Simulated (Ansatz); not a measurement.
**Geometry relaxation of GaO2 (part 3 of 3)**

Continued. System: GaO2 (slab, 12 atoms in the cell). Method: DFT PBE, scalar-relativistic, plane waves, PAW, no spin polarisation (Ansatz 0.2.0); cutoff 420 eV, 9×5×1 k-mesh, Gaussian smearing of 0.05 eV. The structure derives from an entry of the Crystallography Open Database. It belongs to a series of runs on one base structure; here: (1 0 0) slab, atoms relaxed.

**Trajectory as extended XYZ, continued**
```
12
Lattice="3.0835 0.0000 0.0000 0.0000 5.8775 0.0000 0.0000 0.0000 21.1466" Properties=species:S:1:pos:R:3:forces:R:3 step=6 energy=-19665.26489 accepted=F
O     0.0000    0.9304    7.5383    0.0000  -7.6614   0.0893
O     0.0000    2.2049    7.6289    0.0000   7.4310   0.2912
Ga    1.5418    2.8095    8.6125    0.0000   1.0557   0.2499
Ga    0.0000    5.9111    9.3293    0.0000  -0.3959  -0.4605
O     1.5418    4.6065    9.1184    0.0000  -0.0530  -0.1523
O     1.5418    1.4205    9.8433    0.0000   0.1093  -0.3758
O     0.0000    0.0319   11.3032    0.0000  -0.1091   0.3752
O     0.0000    2.7234   12.0282    0.0000   0.0526   0.1518
Ga    1.5418    1.4188   11.8172    0.0000   0.3974   0.4610
Ga    0.0000    4.5204   12.5341    0.0000  -1.0586  -0.2502
O     1.5418    5.1251   13.5177    0.0000  -7.4545  -0.2924
O     1.5418    0.5217   13.6082    0.0000   7.6870  -0.0870
12
Lattice="3.0835 0.0000 0.0000 0.0000 5.8775 0.0000 0.0000 0.0000 21.1466" Properties=species:S:1:pos:R:3:forces:R:3 step=7 energy=-19666.53685
O     0.0000    0.7841    7.5532    0.0000   0.5633   0.2081
O     0.0000    2.3109    7.5920    0.0000  -0.5448  -0.0434
Ga    1.5418    2.8222    8.5875    0.0000   0.1586   0.3023
Ga    0.0000    5.8744    9.3662    0.0000   0.1314  -0.2580
O     1.5418    4.5724    9.2134    0.0000  -0.0737  -0.3821
O     1.5418    1.4060    9.7991    0.0000   0.1369   0.1268
O     0.0000    0.0463   11.3475    0.0000  -0.1370  -0.1267
O     0.0000    2.7575   11.9331    0.0000   0.0738   0.3822
Ga    1.5418    1.4555   11.7803    0.0000  -0.1318   0.2579
Ga    0.0000    4.5076   12.5591    0.0000  -0.1578  -0.3023
O     1.5418    5.0189   13.5545    0.0000   0.5471   0.0437
O     1.5418    0.6684   13.5934    0.0000  -0.5661  -0.2086
12
Lattice="3.0835 0.0000 0.0000 0.0000 5.8775 0.0000 0.0000 0.0000 21.1466" Properties=species:S:1:pos:R:3:forces:R:3 step=8 energy=-19666.63942
O     0.0000    0.8685    7.5696    0.0000   0.3174   0.0152
O     0.0000    2.3747    7.6202    0.0000  -0.2864  -0.0180
Ga    1.5418    2.8819    8.6176    0.0000   0.2851   0.1906
Ga    0.0000    5.9446    9.3458    0.0000  -0.1235  -0.1946
O     1.5418    4.6540    9.1556    0.0000  -0.1727  -0.2745
O     1.5418    1.4648    9.8255    0.0000  -0.0631   0.1094
O     0.0000   -0.0125   11.3211    0.0000   0.0631  -0.1095
O     0.0000    2.6759   11.9910    0.0000   0.1727   0.2745
Ga    1.5418    1.3853   11.8008    0.0000   0.1233   0.1946
Ga    0.0000    4.4480   12.5290    0.0000  -0.2847  -0.1905
O     1.5418    4.9551   13.5264    0.0000   0.2877   0.0182
O     1.5418    0.5839   13.5770    0.0000  -0.3189  -0.0154
12
Lattice="3.0835 0.0000 0.0000 0.0000 5.8775 0.0000 0.0000 0.0000 21.1466" Properties=species:S:1:pos:R:3:forces:R:3 step=9 energy=-19666.67481
O     0.0000    0.9235    7.5592    0.0000  -0.0705  -0.0190
O     0.0000    2.4041    7.6407    0.0000   0.0803   0.0026
Ga    1.5418    2.9091    8.6428    0.0000  -0.1678   0.1246
Ga    0.0000    5.9627    9.3003    0.0000  -0.0189   0.2000
O     1.5418    4.6856    9.0681    0.0000   0.1462  -0.0152
O     1.5418    1.4841    9.8625    0.0000   0.1559  -0.2534
O     0.0000   -0.0318   11.2840    0.0000  -0.1560   0.2535
O     0.0000    2.6443   12.0785    0.0000  -0.1461   0.0152
Ga    1.5418    1.3672   11.8463    0.0000   0.0192  -0.2001
Ga    0.0000    4.4208   12.5037    0.0000   0.1673  -0.1246
O     1.5418    4.9258   13.5059    0.0000  -0.0809  -0.0027
O     1.5418    0.5288   13.5873    0.0000   0.0714   0.0191
12
Lattice="3.0835 0.0000 0.0000 0.0000 5.8775 0.0000 0.0000 0.0000 21.1466" Properties=species:S:1:pos:R:3:forces:R:3 step=10 energy=-19666.68167
O     0.0000    0.9378    7.5608    0.0000  -0.0164   0.0428
O     0.0000    2.4231    7.6419    0.0000   0.0035   0.0515
Ga    1.5418    2.9206    8.6503    0.0000  -0.0048  -0.0571
Ga    0.0000    5.9741    9.3109    0.0000  -0.0176  -0.0448
O     1.5418    4.7048    9.0697    0.0000   0.0023   0.0025
O     1.5418    1.4931    9.8514    0.0000  -0.0031   0.0331
O     0.0000   -0.0408   11.2952    0.0000   0.0032  -0.0330
O     0.0000    2.6251   12.0768    0.0000  -0.0024  -0.0025
Ga    1.5418    1.3558   11.8356    0.0000   0.0176   0.0448
Ga    0.0000    4.4093   12.4962    0.0000   0.0048   0.0571
O     1.5418    4.9068   13.5046    0.0000  -0.0035  -0.0514
O     1.5418    0.5145   13.5857    0.0000   0.0163  -0.0428
12
Lattice="3.0835 0.0000 0.0000 0.0000 5.8775 0.0000 0.0000 0.0000 21.1466" Properties=species:S:1:pos:R:3:forces:R:3 step=11 energy=-19666.68246
O     0.0000    0.9317    7.5654    0.0000   0.0008   0.0074
O     0.0000    2.4168    7.6456    0.0000  -0.0009   0.0033
Ga    1.5418    2.9163    8.6488    0.0000   0.0107   0.0036
Ga    0.0000    5.9673    9.3109    0.0000   0.0100   0.0175
O     1.5418    4.7015    9.0687    0.0000  -0.0227  -0.0136
O     1.5418    1.4941    9.8549    0.0000  -0.0081  -0.0022
O     0.0000   -0.0418   11.2916    0.0000   0.0081   0.0021
O     0.0000    2.6283   12.0778    0.0000   0.0227   0.0136
Ga    1.5418    1.3626   11.8356    0.0000  -0.0099  -0.0174
Ga    0.0000    4.4135   12.4977    0.0000  -0.0107  -0.0035
O     1.5418    4.9130   13.5009    0.0000   0.0009  -0.0033
O     1.5418    0.5206   13.5812    0.0000  -0.0008  -0.0074
12
Lattice="3.0835 0.0000 0.0000 0.0000 5.8775 0.0000 0.0000 0.0000 21.1466" Properties=species:S:1:pos:R:3:forces:R:3 step=12 energy=-19666.68255
O     0.0000    0.9302    7.5677    0.0000  -0.0028  -0.0023
O     0.0000    2.4153    7.6470    0.0000  -0.0018  -0.0003
Ga    1.5418    2.9154    8.6493    0.0000  -0.0033  -0.0011
Ga    0.0000    5.9660    9.3129    0.0000   0.0042  -0.0006
O     1.5418    4.6993    9.0686    0.0000   0.0020  -0.0001
O     1.5418    1.4924    9.8547    0.0000   0.0051   0.0009
O     0.0000   -0.0400   11.2919    0.0000  -0.0051  -0.0008
O     0.0000    2.6305   12.0780    0.0000  -0.0020   0.0001
Ga    1.5418    1.3639   11.8337    0.0000  -0.0042   0.0005
Ga    0.0000    4.4145   12.4973    0.0000   0.0033   0.0011
O     1.5418    4.9146   13.4995    0.0000   0.0018   0.0003
O     1.5418    0.5221   13.5789    0.0000   0.0027   0.0023
```

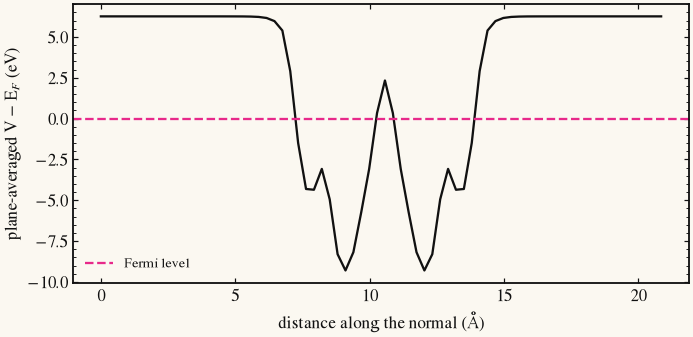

**Figure 1.** Plane average of the electrostatic potential energy of an electron across the cell, from the Fermi level. The vacuum level lies 6.26 eV above the Fermi level.

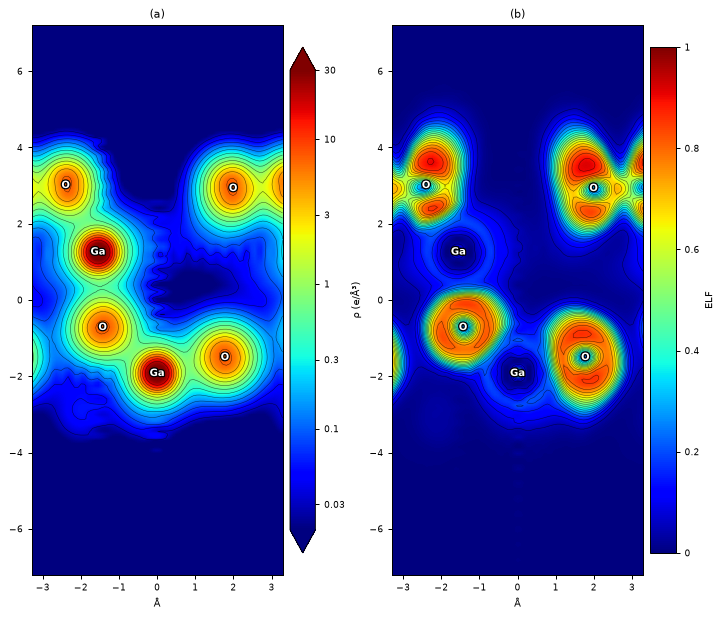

**Figure 2.** (a) valence electron density; (b) electron localisation function on the (100) plane of the calculation cell, a cut from vacuum to vacuum. Atoms in the plane: Ga and O. Ga–O (1.83 Å): ρ is about 0.85 e/Å³ halfway; the ELF is about 0.40 at the midpoint. Ga–O (1.98 Å): ρ is about 0.6 e/Å³ halfway; the ELF is about 0.35 at the midpoint. The density dies away to nearly zero in the vacuum. Core electrons are frozen (PAW), so the fields are smoothed inside the atomic spheres.

The run was set up as follows.

**Input**
```yaml
crystal:
  lattice:
    - [3.0835130495, 0.0, 0.0]
    - [0.0, 5.8775340161, 0.0]
    - [0.0, 0.0, 21.146552697]
  atoms:
    - { symbol: O, position: [0.0, 0.0077119669, 0.3546677375] }
    - { symbol: O, position: [0.0, 0.4903534139, 0.359223088] }
    - { symbol: Ga, position: [0.5, 0.498625346, 0.4083955294] }
    - { symbol: Ga, position: [0.0, 0.9836735828, 0.4476424389] }
    - { symbol: O, position: [0.5, 0.7761782761, 0.4504964621] }
    - { symbol: O, position: [0.5, 0.2262054227, 0.4563404912] }
    - { symbol: O, position: [0.0, 0.0208926485, 0.5436595088] }
    - { symbol: O, position: [0.0, 0.4709197952, 0.5495035379] }
    - { symbol: Ga, position: [0.5, 0.2634244884, 0.5523575611] }
    - { symbol: Ga, position: [0.0, 0.7484727253, 0.5916044706] }
    - { symbol: O, position: [0.5, 0.7567446573, 0.640776912] }
    - { symbol: O, position: [0.5, 0.2393861043, 0.6453322625] }
basis:
  ecutwfc: 420
kpoints:
  mp_grid: { grid: [9, 5, 1] }
hamiltonian:
  xc: pbe
scf:
  occupations: { method: gaussian, width: 0.05 }
output:
  forces: true
  eigenvalues: true
  write_density: true
  write_potential: true
  elf: true
  volumetric_format: npy
relax:
  adjacent_minimum: "off"
  f_tol: 0.02
  max_steps: 60
efield:
  axis: 3
  dipole_correction: true
  ramp_width: 0.04
```

Launched with:
```bash
ansatz run input.yaml --threads 1 --pin off --max-ram 2560MiB --backend cpu --events-out ev --progress --plain --runs-dir out
```

**Key numbers**

```csv
quantity,value
outcome,converged
electrons treated,100
free energy,−19666.6825 eV
"work function, top face",6.26 eV
"work function, bottom face",6.26 eV
Fermi energy,−1.165 eV
gap on the k-point mesh,1.37 eV
final volume,383.25 Å³
work function (upper face),6.26 eV
largest force (length of the vector) at the end,0.005 eV/Å
hardware,"1 thread of Intel Xeon @ 2.50GHz (Skylake/Cascade Lake), 192 GiB of memory available, shared host"
wall time,11 min
peak memory,0.73 GiB
```

**Remarks**

Warnings of the run: the exchange-correlation potential is rough where the density is thin.
